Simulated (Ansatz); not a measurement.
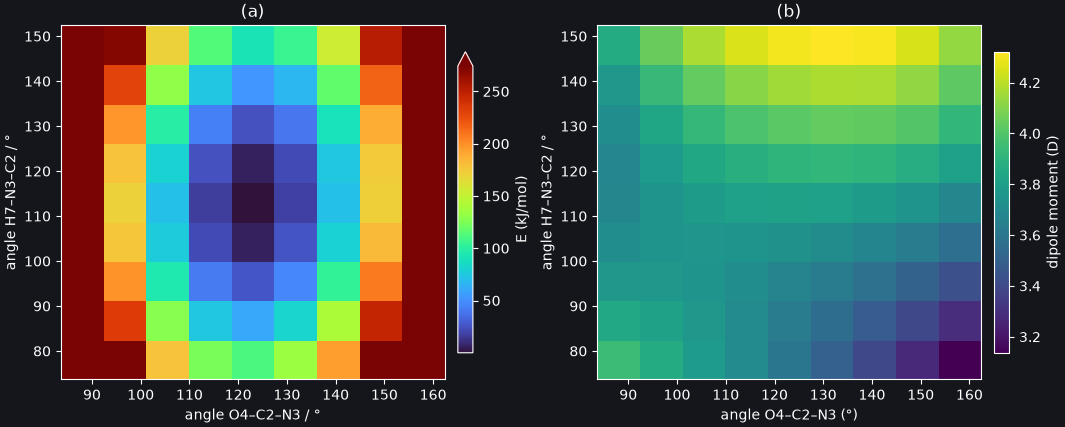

CH4N2O, SMILES NC(N)=O. 
- First axis: angle O4–C2–N3. Second axis: angle H7–N3–C2.
- Nothing is relaxed (all other coordinates rigid).
- Grid: 9 × 9 points.
- Energies: kJ/mol, counted from the relaxed molecule at the same level.
- All numbers below come from RKS r2SCAN-D4/def2-TZVP (Ansatz).

Panel (a) is the energy; panel (b) is the computed dipole moment, in D.

Drawn: one coloured cell a grid point, one colour for all values above the top of the scale.

**How does the dipole moment vary over the map, and what is it at the lowest grid point?**

Leaving out the highest fifth of the energies, it runs from 3.27 D at angle O4–C2–N3 = 149.3°, angle H7–N3–C2 = 78.1° to 4.32 D at angle O4–C2–N3 = 131.8°, angle H7–N3–C2 = 148.1°. At the lowest grid point, angle O4–C2–N3 = 123.0°, angle H7–N3–C2 = 113.1°, it is 3.81 D.
